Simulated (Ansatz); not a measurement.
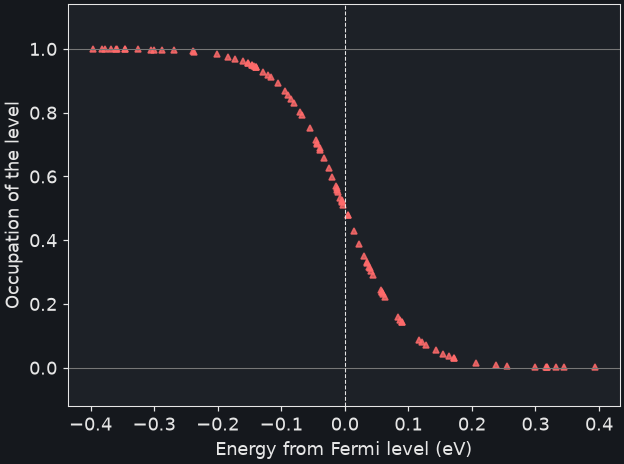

Occupations of the one-electron levels of the k mesh against their energy, from a run on FeGe2, space group I4/mcm (No. 140), 6 atoms in the cell, with Ansatz.

Q: Which smearing scheme was used (Fermi-Dirac, Gaussian, Methfessel-Paxton or cold), and about what width?

A: Fermi-Dirac smearing with a width of 0.05 eV. The occupations stay between 0 and 1 and have long exponential tails; the slope at the Fermi level is 1/(4 × width).
